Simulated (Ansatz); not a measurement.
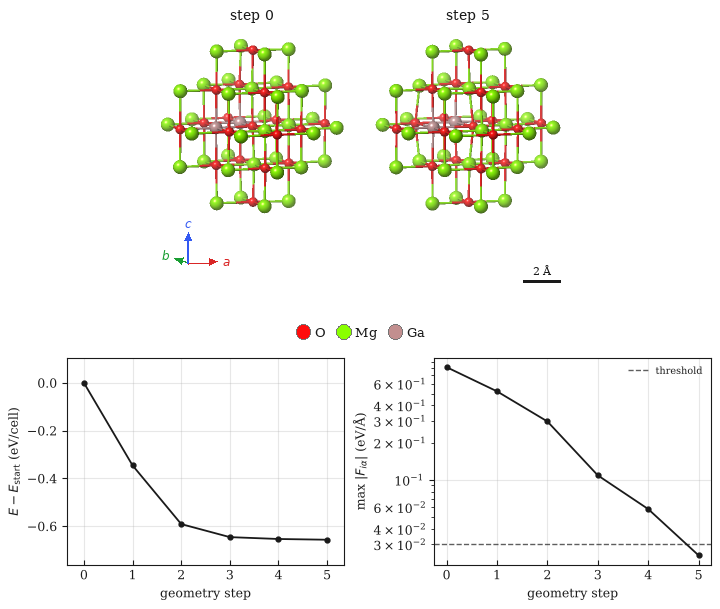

First and last geometry of a relaxation of a defect cell of composition O32Mg30Ga2, with the history of the run. A ball-and-stick model of the atoms within 5.0 Å of the atom that moves most (axes of the cell of the calculation (origin shifted)), seen slightly off an axis.

All numbers below come from Ansatz, DFT, PBEsol, PAW, plane waves. (plane-wave cutoff 420 eV; k-point mesh 1 × 1 × 1; mesh shifted by (0.25, 0.25, 0.25); no spin polarisation; atoms relaxed in a fixed cell; force threshold 0.03 eV/Å; at most 80 steps)

Question: Did the run converge, and what did it change?

Answer: It converged. The largest move is that of an O atom, 0.29 Å along [1 −1 0]. Largest moves by element: O 0.29 Å, Ga 0.14 Å, Mg 0.08 Å. The lattice vectors keep their values. Near-neighbour distances that change, for instance: Ga–O 2.076 → 2.252 Å, Mg–O 2.108 → 1.963 Å, Ga–O 2.130 → 2.256 Å, Mg–O 2.027 → 2.107 Å. Among the angles between lasting bonds that change: O–Ga–O 88.8° → 104.4°, Ga–O–Ga 89.7° → 75.5°, Mg–O–Mg 179.3° → 166.3°. The energy falls by 0.656 eV per cell of the calculation in 5 geometry steps. Largest force component: 0.82 eV/Å at the start, 0.024 eV/Å at the end.

Limits of the set-up: the periodic images lie only 8.4 Å apart, so the values are limited by the cell's size.
